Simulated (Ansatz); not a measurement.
Consider TiAl$_{3}$.

```cif
data_structure
_symmetry_space_group_name_H-M 'P 1'
_symmetry_Int_Tables_number 1
_cell_length_a 5.5833
_cell_length_b 5.5833
_cell_length_c 3.9480
_cell_angle_alpha 90.000
_cell_angle_beta 90.000
_cell_angle_gamma 90.000
_cell_volume 123.07
loop_
_atom_site_label
_atom_site_type_symbol
_atom_site_fract_x
_atom_site_fract_y
_atom_site_fract_z
_atom_site_occupancy
Ti1 Ti 0.00000 0.50000 0.00000 1
Ti2 Ti 0.50000 0.00000 0.00000 1
Al1 Al 0.73146 0.26854 0.50000 1
Al2 Al 0.26854 0.73146 0.50000 1
Al3 Al 0.73146 0.73146 0.50000 1
Al4 Al 0.26854 0.26854 0.50000 1
Al5 Al 0.50000 0.50000 0.00000 1
Al6 Al 0.00000 0.00000 0.00000 1
```

Space group P4/mmm; a structure from a database of computed crystals, not necessarily the ambient phase; not relaxed (largest force 1.4 eV/Å); computed without spin polarisation; PAW files of the earlier set (soft_1).

All numbers below come from Ansatz, DFT PBEsol, scalar-relativistic, plane waves, PAW.

Question: What can the converged valence pseudo-density and electron localisation function tell about the bonding?

Answer: Ti–Al (2.79 Å): the density is about 0.22 e/Å³ at the midpoint; the ELF is about 0.35 at the midpoint.

Question: Metal or insulator at this level of theory?

Answer: It is gapless in this calculation (a metal or semimetal).

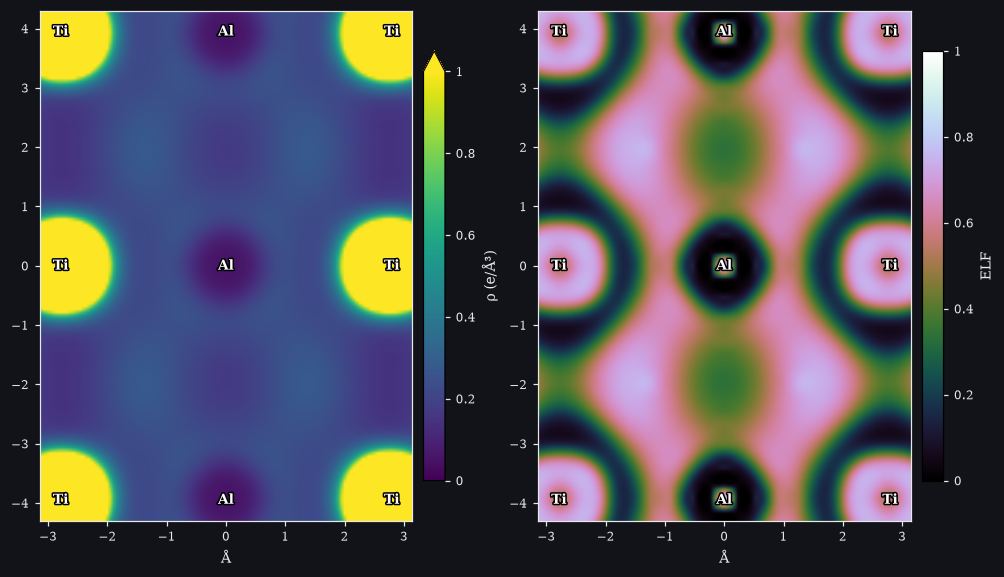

Computed valence pseudo-density and electron localisation function on the (010) plane of the conventional cell, in this order. 

In a PAW calculation such maps are meaningful between the atoms, not at the nuclei.
